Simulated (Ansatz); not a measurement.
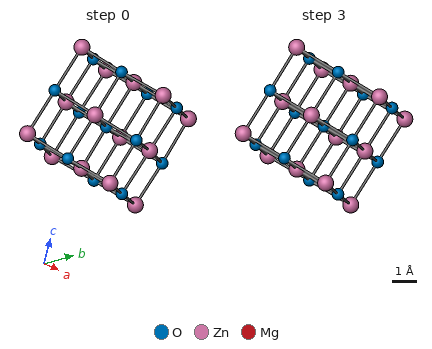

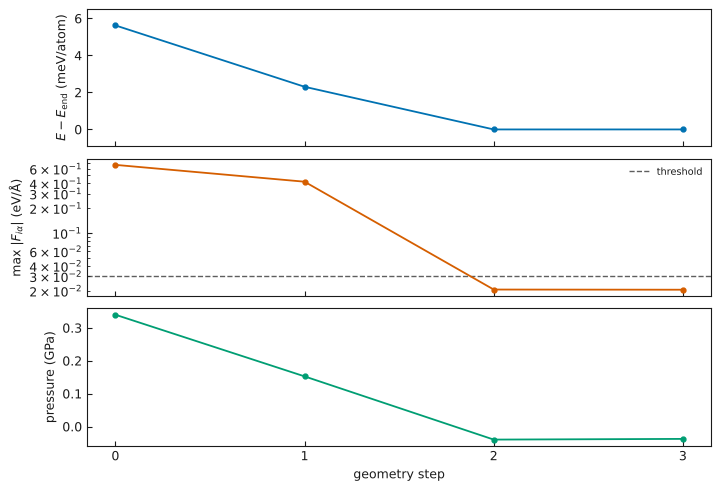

First and last geometry of a relaxation of crystalline O$_{64}$Zn$_{60}$Mg$_{4}$ (a generated structure, set up in P1), with the history of the run. The picture is a ball-and-stick view of the atoms within 4.2 Å of the atom that moves most (axes of the cell of the calculation), seen slightly off an axis.

Computed with DFT, PBEsol, PAW, plane waves in Ansatz. Set-up: plane-wave cutoff 420 eV; k-point mesh 1 × 1 × 1; mesh shifted by (0.5, 0.5, 0.5); no spin polarisation; cell relaxed at fixed shape; force threshold 0.03 eV/Å; at most 80 steps.

**Read the history and describe the run.**

It converged. After 3 geometry steps the energy has fallen by 5.6 meV per atom. The largest force component goes from 0.67 to 0.021 eV/Å. Pressure: 0.34 GPa at the start and −0.04 GPa at the end. The largest move is that of an O atom, 0.074 Å roughly along [0 2 1]. Largest moves by element: O 0.074 Å, Zn 0.061 Å, Mg 0.052 Å. The cell stays as it was. Near-neighbour distances that change, for instance: O–Zn 2.027 → 2.127 Å, O–Zn 2.068 → 2.141 Å, O–Zn 2.194 → 2.134 Å, O–Zn 2.084 → 2.137 Å. Bond angles that change, for instance: Zn–O–Zn 176.2° → 179.8°, Zn–O–Zn 176.9° → 179.8°, Zn–O–Zn 87.9° → 90.2°. The space group (tolerance 0.01 Å) goes from P1 (No. 1) to C2 (No. 5).
